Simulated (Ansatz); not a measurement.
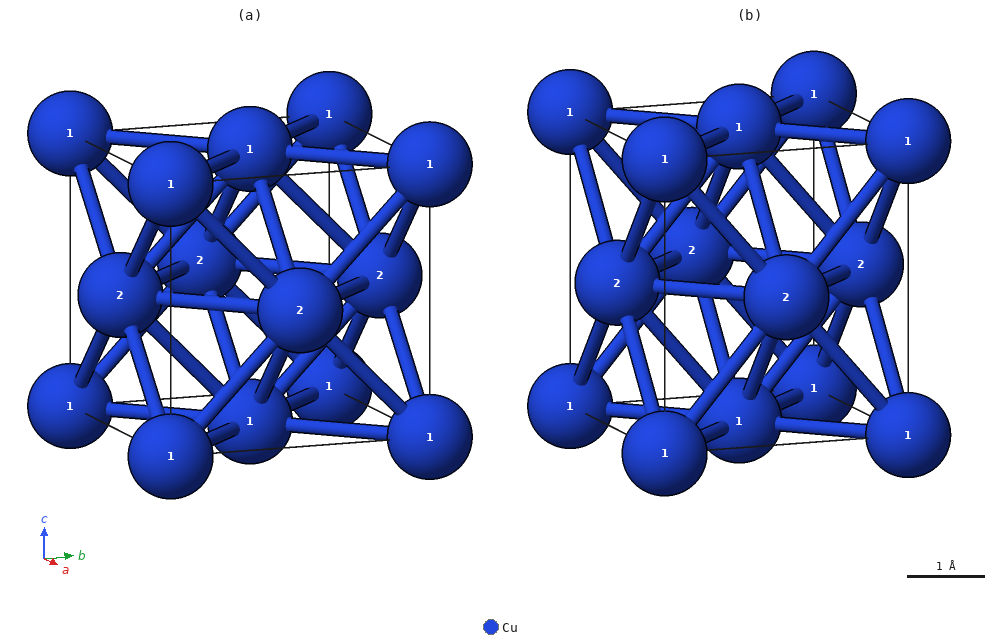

Left: solid Cu (set up in Fm-3m). Right: the same structure after one change, at the same scale. A ball-and-stick model of the conventional cell (2 times the calculation's cell), seen slightly off an axis. Lengths and directions refer to the drawn axes.

The calculation used Ansatz 0.2.0, DFT PBE, scalar-relativistic, plane waves, PAW. (plane-wave cutoff 420 eV; k-point mesh 20 × 20 × 14; occupations gaussian; smearing width 0.1 eV; no spin polarisation)

**What distinguishes the right structure from the left one?**

Biaxial strain in the a–b plane, −6.0 %, is applied. The c axis and the atoms are relaxed.

**And its effect?**

It costs 52.1 meV per atom. Pressure: 0.0 GPa before, 8.8 GPa after. The principal stresses (compression positive) are 0.0 GPa along c and 13.1 GPa across it. Both are metals. The drawn cell changes as follows: a = b 3.630 → 3.412 Å (−6.0 %), c 3.630 → 3.915 Å (+7.8 %); the volume changes by −4.7 %. The atoms keep their places relative to the cell (all moves are under 0.005 Å). Some distances before and after: Cu–Cu 2.567 → 2.413 to 2.596 Å. The space group (tolerance 0.01 Å) goes from Fm-3m (No. 225) to I4/mmm (No. 139).
